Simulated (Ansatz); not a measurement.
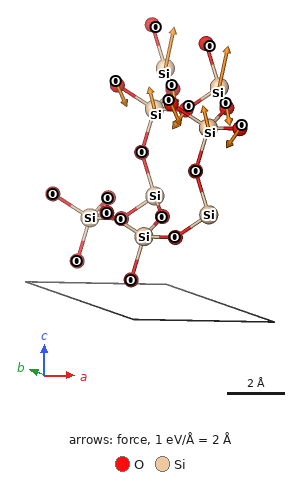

Starting geometry of a slab of composition Si₄O₉ (cut from the I-42d phase) with the computed forces as orange arrows. A ball-and-stick model of the 1 × 2 repeat of the cell, outlined in the plane, without the vacuum, seen slightly off an axis.

Case: clean slab, lower half held. The slab is the (1 0 1) face of SiO2. 6 atoms are held fixed.

These are results of DFT PBE, scalar-relativistic, plane waves, PAW (Ansatz 0.2.0), not measurements. (plane-wave cutoff 420 eV; k-point mesh 6 × 6 × 1; occupations gaussian; smearing width 0.05 eV; no spin polarisation; dipole correction; atoms relaxed in a fixed cell; force threshold 0.03 eV/Å; at most 70 steps)

> What follows when this structure is relaxed?

It isn't relaxed: the largest force vector, on a Si atom, is 0.76 eV/Å. The final displacements have little in common with the starting forces (cosine between the two patterns 0.05). The atom that moves furthest is an O atom (0.77 Å at 54° to the normal (+c side)). Largest moves by element: O 0.77 Å, Si 0.44 Å. The lattice vectors keep their values. Among the contacts that change: O–Si 1.626 → 1.640 Å. Among the angles between lasting bonds that change: Si–O–Si 146.9° → 163.3°, O–Si–O 110.9° → 105.6°, O–Si–O 108.8° → 112.0°. After 13 accepted moves (17 points after the start) the energy has fallen by 45.0 meV per cell of the calculation. Largest force component: 0.75 eV/Å at the start, 0.022 eV/Å at the end. The line search rejected the trial steps at points 7, 10, 12 of the run. 1 step only repeated the SCF at the same geometry. The forces were under the threshold at step 8, but the run went on from there. The run took 2.5 min on 4 threads of AMD EPYC 9B45 (Zen 5), on a shared host, peak memory 1.2 GiB.
